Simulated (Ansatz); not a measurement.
# BN (slab): what the fields show

```
B N
1.0
     2.50876    0.00000    0.00000
    -1.25438    2.21610    0.00000
     0.00000    0.00000   26.00000
B N
1 1
Direct
  0.99941 0.99883 0.50000
  0.66725 0.33451 0.50000
```

Changed on purpose from its base cell (strain along y +0.020, atoms relaxed).

Method: Ansatz 0.2.0, DFT PBE+D3(BJ), scalar-relativistic, plane waves, PAW.

Core electrons are frozen (PAW), and the valence fields are smoothed inside the atomic spheres.

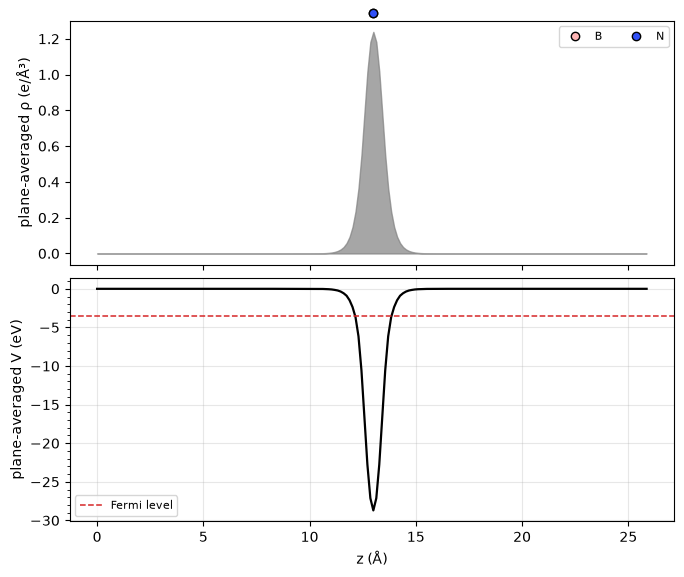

Figure 1. Plane average of the electrostatic potential energy of an electron and of the valence pseudo-density across the slab. Circles mark the heights of the atoms.

Q: How far above the Fermi level of the calculation is the vacuum level?

A: 3.6 eV. The slab has a gap, so the Fermi level lies inside it and this isn't a work function in the metallic sense.

Q: What are the slab's thickness and the vacuum gap?

A: The outermost nuclei are 0.0 Å apart, in 1 atomic plane; the vacuum between periodic images is 26.0 Å wide.

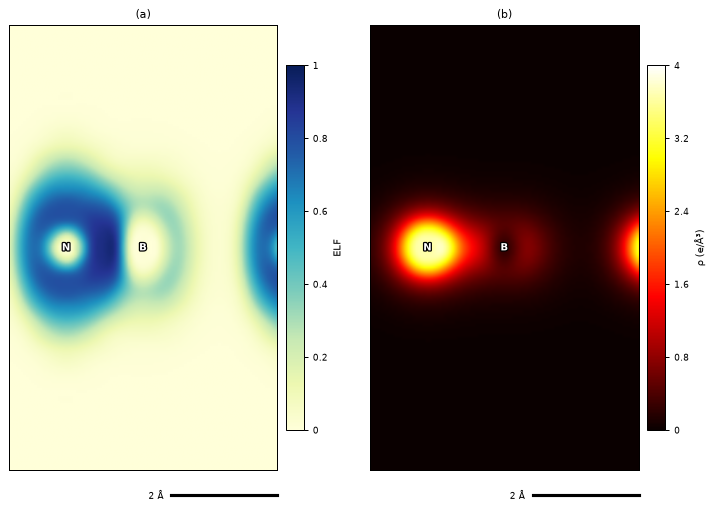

Figure 2. (a) ELF; (b) valence charge density (pseudo) on the (110) plane of the calculation cell, a cut from vacuum to vacuum.

Q: Read the bonding off the picture.

A:
- The section cuts through B and N sites.
- B–N (1.46 Å): ρ is about 1.8 e/Å³ halfway; the ELF peaks at about 0.95 between the atoms, as expected for a shared but strongly polarised pair.
- The density dies away to nearly zero in the vacuum.

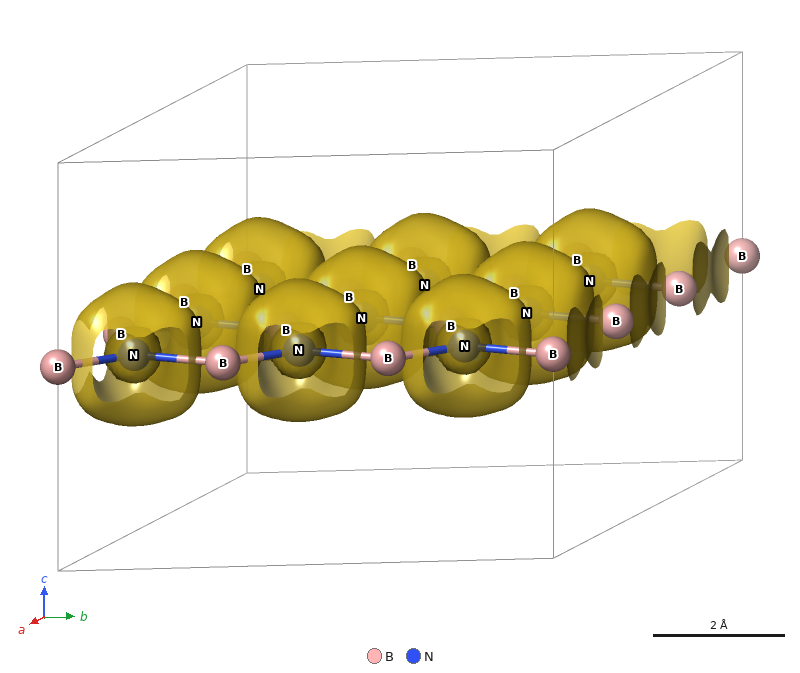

Figure 3. Isosurface of the ELF at 0.65 (yellow), seen slightly off an axis. Only the valence region is drawn (cores and ρ < 0.01 e/Å³ removed). Sticks mark near contacts.

Q: Identify the bonds, lone pairs and shells in this picture.

A: At this value the surface marks out one region on N in which the atom's valence shell and bonds are merged, counted in one cell of 2 atoms. Counts are for one cell; the picture repeats the cell along the surface.
